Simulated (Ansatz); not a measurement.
# A series of single points on ZrN

System: ZrN (Fm-3m, 2 atoms in the cell).
Method: Kohn-Sham DFT of a periodic cell, PBE with D3(BJ), spin-orbit coupling, all-electron LAPW, scalar-relativistic, no spin polarisation (Ansatz 0.2.0).

The 7 runs differ only in the geometry, by an even scaling of the cell at fixed fractional positions. The structure derives from an entry of the Crystallography Open Database.

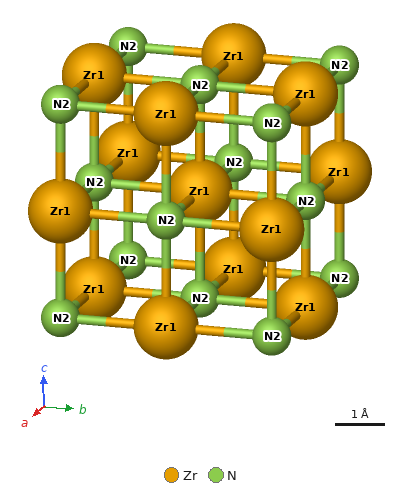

Figure 1. The structure of run 4 (ball-and-stick view of the cell 4 times as large as that of the calculation, set on its symmetry axes, seen slightly off an axis; atoms are numbered from 1 in the order of the input).

### Input of run 4
```yaml
crystal:
  lattice:
    - [3.25269119, 0.0, 0.0]
    - [1.626345595, 2.8169132012, 0.0]
    - [1.626345595, 0.9389710671, 2.6558112354]
  atoms:
    - { symbol: Zr, position: [0.5, 0.5, 0.5] }
    - { symbol: "N", position: [0.0, 0.0, 0.0] }
kpoints:
  mp_grid: { grid: [7, 7, 7] }
scf:
  occupations: { method: tetrahedron }
hamiltonian:
  xc: pbe
  dispersion: d3bj
  pseudopotentials: { kind: all_electron, lapw: { basis_error: 0.001 } }
magnetization:
  noncollinear: true
  spin_orbit: true
output:
  forces: true
  stress: true
  eigenvalues: true
```

Command:
```bash
ansatz run input.yaml --threads 1 --pin off --max-ram 3072MiB --backend cpu --events-out ev --progress --plain --runs-dir out
```

Lattice vectors (Å) and fractional positions of run 4:
```
   3.252691    0.000000    0.000000
   1.626346    2.816913    0.000000
   1.626346    0.938971    2.655811
Zr  0.500000  0.500000  0.500000
N   0.000000  0.000000  0.000000
```

Run 2 differs from it as follows:
```diff
-    - [3.25269119, 0.0, 0.0]
-    - [1.626345595, 2.8169132012, 0.0]
-    - [1.626345595, 0.9389710671, 2.6558112354]
+    - [3.2087305147, 0.0, 0.0]
+    - [1.6043652574, 2.7788421397, 0.0]
+    - [1.6043652574, 0.9262807133, 2.6199174944]
```

### Results, with one run withheld

| run | volume per atom (Å³) | free energy per atom, from the lowest run given (meV) | pressure (GPa) |
| --- | --- | --- | --- |
| 1 | 11.437 | 12.17 | 10.07 |
| 2 | 11.680 | ? | ? |
| 3 | 11.924 | 0.00 | −1.59 |
| 4 | 12.167 | 6.27 | −6.53 |
| 5 | 12.410 | 19.65 | −10.96 |
| 6 | 12.654 | 39.40 | −14.93 |
| 7 | 12.897 | 64.85 | −18.48 |

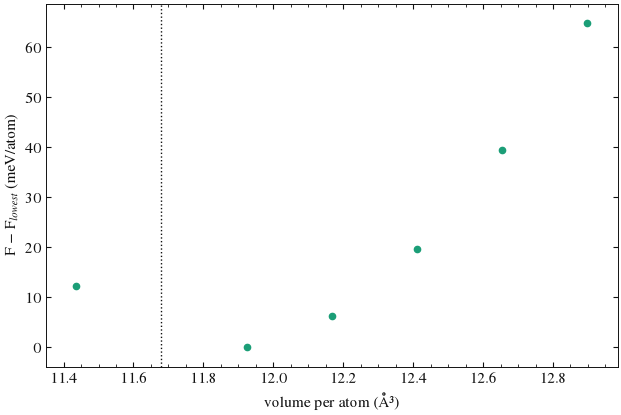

Figure 2. Free energy per atom of the runs given; the dotted line marks run 2.

Estimate the energy of run 2 from the others.

A cubic polynomial in V^(−2/3) (the Birch–Murnaghan form), fitted to the 6 runs given, misses them by at most 0.02 meV per atom. With x = V^(−2/3) − 0.18836 Å⁻², it reads F = 9.2096 − 4739 x + 5.8361e+05 x² + 5.5397e+05 x³ (meV per atom). At run 2 it gives 1.67 meV per atom, and the run itself gives 1.66. The slope of the fit gives a pressure −dF/dV of 3.91 GPa there, and the run prints 3.92 GPa. The fit has its minimum at 11.850 Å³ per atom, where V d²F/dV² gives 263 GPa: the bulk modulus at this level, since symmetry fixes the shape and the positions.

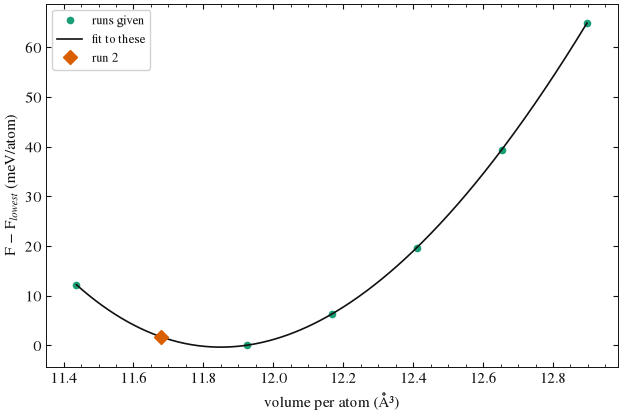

Figure 3. The fit and the withheld run.

### Output, shortened to warnings, some set-up lines, iterations and results (run 2)
```
Warning: output.forces, output.stress, relax.cell or npt_langevin: where a Kohn–Sham band that disperses or a degenerate level is filled in part under the method tetrahedron, the forces or the stress that this run publishes need not agree with its energy (scf.occupations.method in the input reference, under Limitations); prefer a smearing scheme for the forces or the stress
Basis set: ecut = 291.4932788183063 eV, 259 PW (Γ), exchange–correlation at level 2
Symmetry: 48 space group operations + 48 with time reversal
k-points: 20 of 343
Initial density: superposition of atomic densities (chi_scale 0.1, normalization cell, long waves kept (reshape's long-wave potential 0.00 eV rms))
[...]
SCF iter   1: F=—  HF=-99435.217380 eV  |F-HF|=—  |Δ(HF+E_count)|=         —  Δρ=1.20e-1  dr2=4.39e0  dr2_m=0.00e0 (ungated)  ethr=1.19e-2  |M|=0.00e0 ∫|m|=0.00e0 μB  …
SCF iter   2: F=—  HF=-99433.419960 eV  |F-HF|=—  |Δ(HF+E_count)|=    1.80e0  Δρ=5.71e-2  dr2=1.07e0  dr2_m=0.00e0 (ungated)  ethr=1.19e-2  |M|=0.00e0 ∫|m|=0.00e0 μB  …
SCF iter   3: F=—  HF=-99433.207304 eV  |F-HF|=—  |Δ(HF+E_count)|=   2.13e-1  Δρ=3.01e-2  dr2=3.08e-1  dr2_m=0.00e0 (ungated)  ethr=2.89e-3  |M|=0.00e0 ∫|m|=0.00e0 μB  …
SCF iter   4: F=—  HF=-99433.180012 eV  |F-HF|=—  |Δ(HF+E_count)|=         —  Δρ=5.07e-3  dr2=6.00e-3  dr2_m=0.00e0 (ungated)  ethr=1.62e-5  |M|=0.00e0 ∫|m|=0.00e0 μB  …
SCF iter   5: F=—  HF=-99433.181748 eV  |F-HF|=—  |Δ(HF+E_count)|=   1.74e-3  Δρ=1.50e-3  dr2=3.10e-4  dr2_m=0.00e0 (ungated)  ethr=1.62e-5  |M|=0.00e0 ∫|m|=0.00e0 μB  …
SCF iter   6: F=—  HF=-99433.181622 eV  |F-HF|=—  |Δ(HF+E_count)|=   1.26e-4  Δρ=4.60e-4  dr2=5.59e-5  dr2_m=0.00e0 (ungated)  ethr=8.37e-7  |M|=0.00e0 ∫|m|=0.00e0 μB  …
SCF iter   7: F=—  HF=-99433.181616 eV  |F-HF|=—  |Δ(HF+E_count)|=   6.27e-6  Δρ=2.16e-4  dr2=1.40e-5  dr2_m=0.00e0 (ungated)  ethr=1.51e-7  |M|=0.00e0 ∫|m|=0.00e0 μB  …
SCF iter   8: F=—  HF=-99433.181621 eV  |F-HF|=—  |Δ(HF+E_count)|=   5.39e-6  Δρ=6.32e-5  dr2=1.16e-6  dr2_m=0.00e0 (ungated)  ethr=3.78e-8  |M|=0.00e0 ∫|m|=0.00e0 μB  …
SCF iter   9: F=-99433.181619 eV  HF=-99433.181619 eV  |F-HF|=3.11e-8  |Δ(HF+E_count)|=   2.02e-6  Δρ=1.55e-5  dr2=6.26e-8  dr2_m=0.00e0 (ungated)  ethr=3.13e-9  |M|=0.00e0 …
SCF 1 converged in 9 iterations: F = -99433.181619 eV  dr2 = 6.26e-8
SCF converged after 9 iterations
Stability not checked: this state was not tested for a lower state beside it, because cold or Methfessel-Paxton smearing, or corrected tetrahedra, fill the levels in a way that the test cannot read (fill_not_monotonic; see scf.lower_state_search)
Magnetization: |M| = 0.0000 μB,  M = (+0.0000, +0.0000, +0.0000) μB
Absolute magnetization: 0.0000 μB (∫|m|)
  site 0: m = (+0.0000, +0.0000, +0.0000) μB, |m| = 0.0000 μB  (R = 1.23 Å)
  site 1: m = (+0.0000, +0.0000, +0.0000) μB, |m| = 0.0000 μB  (R = 1.04 Å)
Free energy (F): -99433.181619 eV
Harris-Foulkes:  -99433.181619 eV  (|F-HF|=3.11e-8)
Internal energy: -99433.179953 eV  (E = F + TS)
E sigma→0 (E₀):  -99433.181619 eV
Entropy (-TS):   -0.001666 eV (-0.833 meV/atom)
Fermi energy:    20.177957 eV
--- Per-component energies (eV) ---
  E_band       = -4702.785819
  E_kinetic    = 102701.896677
  E_xc         = -3301.871484
  E_electrostatic = -198832.324843  (all electrons and nuclei)
  E_disp       = -0.880303  (pairwise vdW)
  E_smearing   = -0.001666  (= −TS)
  E_closure    = 0.000000  (closes the sum)
  E_atoms      = -99413.163262  (free atoms, spherical and without spin; not in F)
  Σ components = -99433.181619   (vs F -99433.181619, Δ=0.00e0)
  Basis errors (estimates in eV, not in F): energy 3.4e-4 per atom: plane waves 3.0e-4 (1.7e-4 summed), levels above the bands 0.0e0, relativity 4.8e-8, radial functions 3.9e-5, core shells 8.5e-14; eigenvalues (radial functions only) 1.2e-6; not estimated: angular momenta, meshes, grids; target …
--- Forces (eV/Å), atoms counted from 1 ---
  atom   1  Zr    -0.00000000    -0.00000000    -0.00000000
  atom   2  N      0.00000000    -0.00000000    -0.00000000
  max |Σ_I F_I| component: 4.15e-29 eV/Å
--- Stress (GPa, compression-positive) ---
        3.923042      -0.000000       0.000000
       -0.000000       3.923042       0.000000
        0.000000      -0.000000       3.923042
  P = ⅓ Tr σ = 3.9230 GPa (39.230 kbar)
```

Warnings of the run: forces and stress from tetrahedron occupations may miss the slope of the energy. Points of doubt noted for this run: coarse mesh for a metal. The cell holds an odd number of electrons but the run has no spin polarisation, so it comes out as a metal.
